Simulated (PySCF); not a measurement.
**Tune calculation, with input and output: Cs**

The run: tune calculation of Cs (Im-3m, 1 atom in the cell). Method and program: Kohn-Sham DFT of a periodic cell in Gaussian orbitals, BLYP, DZVP-MOLOPT-SR/GTH-PBE, no spin polarisation (PySCF 2.14.0).

The structure derives from a Materials Project entry. It belongs to a series of runs on one base structure; here: symmetry = False.

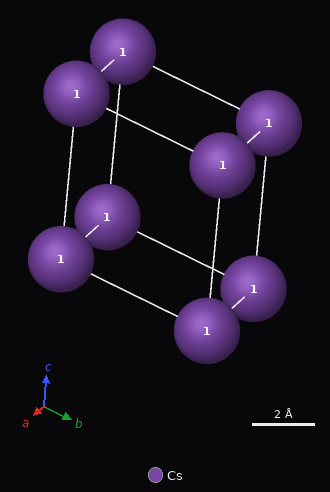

Fig. 1: The structure (spheres-only view of the cell of the calculation, seen slightly off an axis; atoms are numbered from 1 in the order of the input). An atom can appear more than once, as a periodic image.

### The input
```python
import json
import numpy as np
from pyscf.pbc import gto, scf, dft, df

cell = gto.Cell()
cell.basis = 'DZVP-MOLOPT-SR-GTH-q9'
cell.pseudo = 'GTH-PBE-q9'
cell.fromfile('Cs.cif')
cell.ke_cutoff = 40  # hartree
cell.exp_to_discard = 0.02
cell.precision = 1e-08
cell.max_memory = 26880  # MB
cell.verbose = 4
cell.build()

res = {}
kpts = cell.make_kpts([6, 6, 6])
mf = dft.KRKS(cell, kpts, xc='blyp')
mf = mf.multigrid_numint()
mf = mf.smearing(sigma=0.00183747, method='fermi')  # hartree
mf.conv_tol = 1e-07
mf.max_cycle = 60

mf.kernel()
res.update(converged=bool(mf.converged), e_tot=mf.e_tot, nelec=cell.nelectron, nao=cell.nao, mesh=list(map(int, cell.mesh)), a=cell.lattice_vectors().tolist(), coords=cell.atom_coords().tolist(),
           mo_energy=[np.real(x).tolist() for x in mf.mo_energy], mo_occ=[np.real(x).tolist() for x in mf.mo_occ])
res.update(e_free=mf.e_free, e_zero=mf.e_zero)
res.update(kpts=cell.get_scaled_kpts(kpts).tolist())
res['parts'] = {k: float(np.real(v)) for k, v in mf.scf_summary.items() if np.isscalar(v)}
json.dump(res, open('results.json', 'w'))
if not mf.converged:
    raise SystemExit('SCF not converged')

print('levels (eV)')
for i, kp in enumerate(res['kpts'][:40]):
    print('k %7.4f %7.4f %7.4f  ' % tuple(kp), ' '.join('%.3f' % (x * 27.211386) for x in res['mo_energy'][i][:10]))

# Mulliken populations
dm, s = np.asarray(mf.make_rdm1()), np.asarray(mf.get_ovlp())
sites = cell.aoslice_by_atom()[:, 2:]
tot = np.einsum('kij,kji->i', dm, s).real / len(kpts)
res['mulliken'] = [cell.atom_charge(i) - tot[a0:a1].sum() for i, (a0, a1) in enumerate(sites)]
print('Mulliken charges', np.round(res['mulliken'], 5))
res['meta_lowdin'] = mf.mulliken_meta()[1].tolist()
res['done'] = True
json.dump(res, open('results.json', 'w'))
```

### File Cs.cif
```
data_Cs
_cell_length_a 5.41866044
_cell_length_b 5.41866044
_cell_length_c 5.41866044
_cell_angle_alpha 109.47122063
_cell_angle_beta 109.47122063
_cell_angle_gamma 109.47122063
_space_group_name_H-M_alt 'P1'
_space_group_name_Hall 'P 1'
_space_group_IT_number 1
loop_
_space_group_symop_operation_xyz
'x,y,z'
loop_
_atom_site_label
_atom_site_type_symbol
_atom_site_symmetry_multiplicity
_atom_site_Wyckoff_symbol
_atom_site_fract_x
_atom_site_fract_y
_atom_site_fract_z
_atom_site_occupancy
Cs1 Cs 1 a 0.0000000000 0.0000000000 0.0000000000 1
```

Command:
```bash
OMP_NUM_THREADS=4 python -u run.py > log
```

### The program's output
```
UserWarning: Electron number 9 and spin 0 are not consistent in cell

  warnings.warn('Electron number %d and spin %d are not consistent '
Discarded 0 diffused primitive functions, 0 contracted functions

******** <class 'pyscf.pbc.scf.smearing.SmearingKRKS'> ********
method = SmearingKRKS
initial guess = minao
damping factor = 0
level_shift factor = 0
DIIS = <class 'pyscf.scf.diis.CDIIS'>
diis_start_cycle = 1
diis_space = 8
diis_damp = 0
SCF conv_tol = 1e-07
SCF conv_tol_grad = None
SCF max_cycles = 60
direct_scf = True
direct_scf_tol = 1e-13

******** PBC SCF flags ********
N kpts = 216
Exchange divergence treatment (exxdiv) = ewald
    madelung (= occupied orbital energy shift) = 0.05129777082878981
    Total energy shift due to Ewald probe charge = -1/2 * Nelec*madelung = -0.23083996873
Smearing method = fermi
DF object = <pyscf.pbc.df.fft.FFTDF object>
XC functionals = blyp
small_rho_cutoff = 0
Uniform grid, mesh = [31 31 31]
Set gradient conv threshold to 0.000316228
nelec by numeric integration = 8.999999999999998
init E= -19.7483541724979
    sigma = 0.00183747  Optimized mu = 0.0873619255398  entropy = 0.341697276146
nelec by numeric integration = 9.000000000000004
    Total E(T) = -20.0815432944449  Free energy = -20.0821711529389  E0 = -20.0818572236919
cycle= 1 E= -20.0815432944449  delta_E= -0.333  |g|= 0.375  |ddm|= 19.8
    sigma = 0.00183747  Optimized mu = 0.0932464181116  entropy = 0.332251939091
nelec by numeric integration = 8.999999999999996
    Total E(T) = -20.0822612460476  Free energy = -20.0828717490181  E0 = -20.0825664975328
cycle= 2 E= -20.0822612460476  delta_E= -0.000718  |g|= 0.0996  |ddm|= 4.72
    sigma = 0.00183747  Optimized mu = 0.0925801720985  entropy = 0.33327753172
nelec by numeric integration = 9.00000000000001
    Total E(T) = -20.0823181589847  Free energy = -20.0829305464509  E0 = -20.0826243527178
cycle= 3 E= -20.0823181589847  delta_E= -5.69e-05  |g|= 0.000667  |ddm|= 1.02
    sigma = 0.00183747  Optimized mu = 0.0925623415275  entropy = 0.333244635587
nelec by numeric integration = 9.000000000000005
    Total E(T) = -20.0823182230234  Free energy = -20.082930550044  E0 = -20.0826243865337
cycle= 4 E= -20.0823182230234  delta_E= -6.4e-08  |g|= 2.27e-05  |ddm|= 0.00981
    sigma = 0.00183747  Optimized mu = 0.0925617969151  entropy = 0.333241594685
```

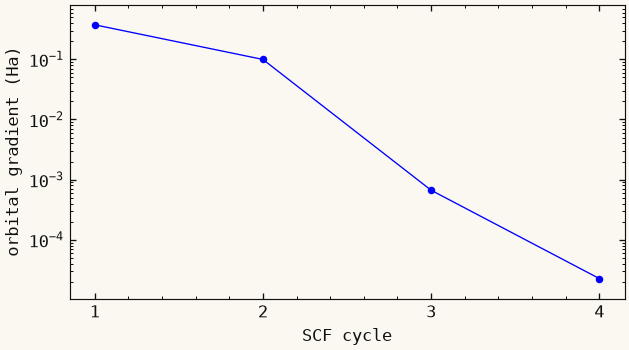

Fig. 2: Convergence of the self-consistent field: orbital gradient against the SCF cycle. The residual falls at every step.

```
nelec by numeric integration = 8.999999999999998
    Total E(T) = -20.0823182286164  Free energy = -20.0829305500494  E0 = -20.0826243893329
Extra cycle  E= -20.0823182286164  delta_E= -5.59e-09  |g|= 2.56e-06  |ddm|= 0.000421
converged SCF energy = -20.0823182286164
levels (eV)
k  0.0000  0.0000  0.0000   -21.716 -8.499 -8.499 -8.499 0.844 6.851 6.851 6.851 7.129 7.129
k  0.0000  0.0000  0.1667   -21.715 -8.526 -8.508 -8.499 1.131 5.656 5.888 6.848 7.034 7.150
k  0.0000  0.0000  0.3333   -21.712 -8.580 -8.526 -8.499 1.894 4.247 6.239 6.681 7.110 7.434
k  0.0000  0.0000  0.5000   -21.711 -8.606 -8.535 -8.499 2.650 3.384 6.925 7.078 7.219 7.225
k  0.0000  0.0000  0.6667   -21.712 -8.580 -8.526 -8.499 1.894 4.247 6.239 6.681 7.110 7.434
k  0.0000  0.0000  0.8333   -21.715 -8.526 -8.508 -8.499 1.131 5.656 5.888 6.848 7.034 7.150
k  0.0000  0.1667  0.0000   -21.715 -8.526 -8.508 -8.499 1.131 5.656 5.888 6.848 7.034 7.150
k  0.0000  0.1667  0.1667   -21.713 -8.563 -8.519 -8.505 1.660 4.389 5.404 6.186 6.987 7.120
k  0.0000  0.1667  0.3333   -21.711 -8.593 -8.541 -8.507 2.532 3.620 4.581 6.459 7.065 7.106
k  0.0000  0.1667  0.5000   -21.711 -8.593 -8.541 -8.507 2.532 3.620 4.581 6.459 7.065 7.106
k  0.0000  0.1667  0.6667   -21.713 -8.563 -8.519 -8.505 1.660 4.389 5.404 6.186 6.987 7.120
k  0.0000  0.1667  0.8333   -21.715 -8.526 -8.508 -8.499 1.131 5.656 5.888 6.848 7.034 7.150
k  0.0000  0.3333  0.0000   -21.712 -8.580 -8.526 -8.499 1.894 4.247 6.239 6.681 7.110 7.434
k  0.0000  0.3333  0.1667   -21.711 -8.593 -8.541 -8.507 2.532 3.620 4.581 6.459 7.065 7.106
k  0.0000  0.3333  0.3333   -21.711 -8.573 -8.573 -8.512 3.432 3.432 3.462 5.921 7.056 7.056
k  0.0000  0.3333  0.5000   -21.711 -8.593 -8.541 -8.507 2.532 3.620 4.581 6.459 7.065 7.106
k  0.0000  0.3333  0.6667   -21.712 -8.580 -8.526 -8.499 1.894 4.247 6.239 6.681 7.110 7.434
k  0.0000  0.3333  0.8333   -21.713 -8.563 -8.519 -8.505 1.660 4.389 5.404 6.186 6.987 7.120
k  0.0000  0.5000  0.0000   -21.711 -8.606 -8.535 -8.499 2.650 3.384 6.925 7.078 7.219 7.225
k  0.0000  0.5000  0.1667   -21.711 -8.593 -8.541 -8.507 2.532 3.620 4.581 6.459 7.065 7.106
k  0.0000  0.5000  0.3333   -21.711 -8.593 -8.541 -8.507 2.532 3.620 4.581 6.459 7.065 7.106
k  0.0000  0.5000  0.5000   -21.711 -8.606 -8.535 -8.499 2.650 3.384 6.925 7.078 7.219 7.225
k  0.0000  0.5000  0.6667   -21.711 -8.593 -8.541 -8.507 2.532 3.620 4.581 6.459 7.065 7.106
k  0.0000  0.5000  0.8333   -21.711 -8.593 -8.541 -8.507 2.532 3.620 4.581 6.459 7.065 7.106
k  0.0000  0.6667  0.0000   -21.712 -8.580 -8.526 -8.499 1.894 4.247 6.239 6.681 7.110 7.434
k  0.0000  0.6667  0.1667   -21.713 -8.563 -8.519 -8.505 1.660 4.389 5.404 6.186 6.987 7.120
k  0.0000  0.6667  0.3333   -21.712 -8.580 -8.526 -8.499 1.894 4.247 6.239 6.681 7.110 7.434
k  0.0000  0.6667  0.5000   -21.711 -8.593 -8.541 -8.507 2.532 3.620 4.581 6.459 7.065 7.106
k  0.0000  0.6667  0.6667   -21.711 -8.573 -8.573 -8.512 3.432 3.432 3.462 5.921 7.056 7.056
k  0.0000  0.6667  0.8333   -21.711 -8.593 -8.541 -8.507 2.532 3.620 4.581 6.459 7.065 7.106
k  0.0000  0.8333  0.0000   -21.715 -8.526 -8.508 -8.499 1.131 5.656 5.888 6.848 7.034 7.150
k  0.0000  0.8333  0.1667   -21.715 -8.526 -8.508 -8.499 1.131 5.656 5.888 6.848 7.034 7.150
k  0.0000  0.8333  0.3333   -21.713 -8.563 -8.519 -8.505 1.660 4.389 5.404 6.186 6.987 7.120
k  0.0000  0.8333  0.5000   -21.711 -8.593 -8.541 -8.507 2.532 3.620 4.581 6.459 7.065 7.106
k  0.0000  0.8333  0.6667   -21.711 -8.593 -8.541 -8.507 2.532 3.620 4.581 6.459 7.065 7.106
k  0.0000  0.8333  0.8333   -21.713 -8.563 -8.519 -8.505 1.660 4.389 5.404 6.186 6.987 7.120
k  0.1667 -0.0000  0.0000   -21.715 -8.526 -8.508 -8.499 1.131 5.656 5.888 6.848 7.034 7.150
k  0.1667 -0.0000  0.1667   -21.713 -8.563 -8.519 -8.505 1.660 4.389 5.404 6.186 6.987 7.120
k  0.1667 -0.0000  0.3333   -21.711 -8.593 -8.541 -8.507 2.532 3.620 4.581 6.459 7.065 7.106
k  0.1667 -0.0000  0.5000   -21.711 -8.593 -8.541 -8.507 2.532 3.620 4.581 6.459 7.065 7.106
Mulliken charges [0.]
 ** Mulliken pop on meta-lowdin orthogonal AOs **
 ** Mulliken pop  **
pop of  0 Cs 5s           1.88738
pop of  0 Cs 6s           1.08032
pop of  0 Cs 7s           0.00453
pop of  0 Cs 5px          1.99968
pop of  0 Cs 5py          1.99968
pop of  0 Cs 5pz          1.99968
pop of  0 Cs 6px          0.00634
pop of  0 Cs 6py          0.00634
pop of  0 Cs 6pz          0.00634
pop of  0 Cs 5dxy         0.00173
pop of  0 Cs 5dyz         0.00200
pop of  0 Cs 5dz^2        0.00206
pop of  0 Cs 5dxz         0.00173
pop of  0 Cs 5dx2-y2      0.00219
 ** Mulliken atomic charges  **
charge of    0Cs =      0.00000
```

### Results in brief

| quantity | value |
| --- | --- |
| outcome | converged |
| space group (tolerance 0.01 Å) | Im-3m (229) |
| electrons treated | 9 |
| free energy | −546.4844 eV |
| total energy | −546.4677 eV |
| Fermi energy | 2.519 eV |
| gap on the k-point mesh | none (metallic) |
| hardware | 4 threads of Arm Neoverse N1, 90 GiB of memory available, host not shared |
| wall time | 2.4 min (CPU time 7.6 min) |
| peak memory | 1.5 GiB |
